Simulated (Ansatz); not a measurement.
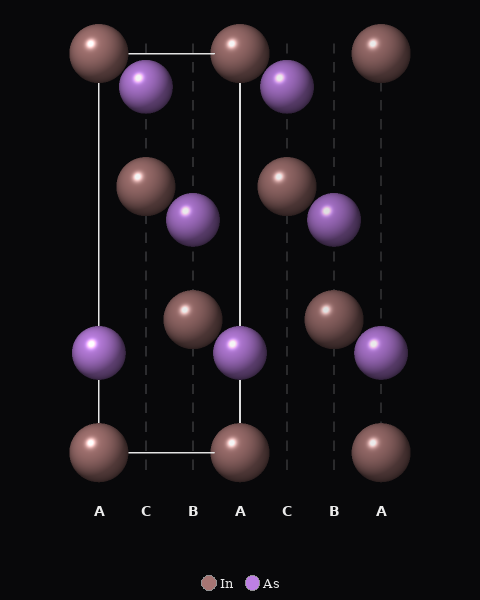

The picture looks along a close-packed row of the hexagonal mesh; [111] points upwards. The dashed lines mark the three columns A (0, 0), B (1/3, 2/3) and C (2/3, 1/3). The box is the hexagonal cell of the face-centred cubic lattice. The sequence starts with the first layer at or above the cell's origin.

InAs (space group F-43m, No. 216): a calculation's input that goes back to an entry of the Crystallography Open Database (an earlier step may have relaxed or displaced it).

### Read off the stacking sequence over one period.

In(A) – As(A) – In(B) – As(B) – In(C) – As(C) (six layers in 10.48 Å).

### How are the As layers alone stacked?

As layers alone: ABC, the cubic close-packed type.

### Which positions between or in the As layers do the other atoms fill?

In: three tetrahedral sites in each hexagonal cell.

### What short polytype symbol fits?

Polytype symbol 3C, the symbol of a tetrahedral polytype (number of double layers in the repeat and lattice).
